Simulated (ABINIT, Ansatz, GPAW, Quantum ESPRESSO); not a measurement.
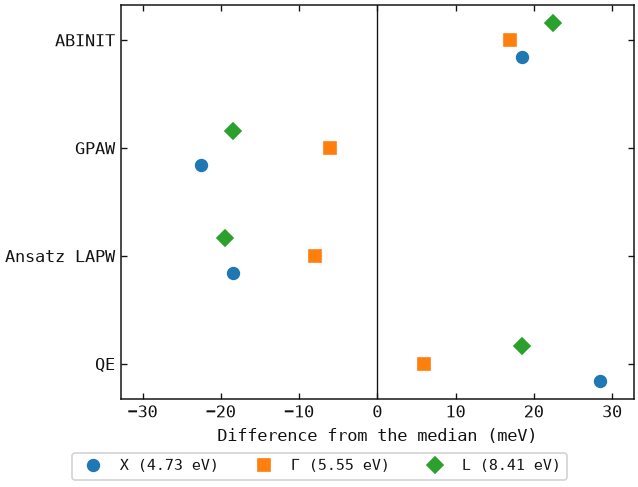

Lowest conduction level at each named k point, counted from the valence-band top at Γ, for diamond-type C, space group Fd-3m, 2 atoms in the primitive cell; cubic a = 3.567 Å. Four programs ran LDA (no spin polarisation, no spin-orbit coupling) on the same cell and 10×10×10 k mesh. The plot shows each result less the median of the plane-wave and all-electron runs, which the legend gives. The smallest gap over all k points computed is less than these values: 4.17 eV in ABINIT, from the valence top at Γ to the conduction bottom at (0.4, 0.4, 0) in reduced coordinates.

**What spread should one expect between these programs?**

The plane-wave and all-electron programs (ABINIT, Ansatz LAPW, Quantum ESPRESSO and GPAW) agree within 52 meV at these points.

```csv
program,kind,valence electrons,X (eV),Γ (eV),L (eV)
Quantum ESPRESSO,plane waves,8,4.759,5.560,8.425
Ansatz LAPW,all-electron,–,4.712,5.546,8.387
GPAW,plane waves,8,4.708,5.548,8.388
ABINIT,plane waves,8,4.749,5.571,8.429
```

Settings. PseudoDojo 0.4.1 SR LDA standard, 1116 eV cutoff, Fermi-Dirac smearing of 0.05 eV (Quantum ESPRESSO 7.5). all-electron LAPW, Fermi-Dirac smearing of 0.05 eV (Ansatz). the program's PAW data sets (release 1.2.1) made for this functional, 600 eV cutoff, Fermi-Dirac smearing of 0.05 eV (GPAW). PseudoDojo NC SR LDA v0.4.1 standard, 844 eV cutoff, Fermi-Dirac smearing of 0.05 eV (ABINIT).

LDA, GGA and most meta-GGA functionals understate gaps. At ambient pressure diamond is metastable; the stable form of carbon is graphite.
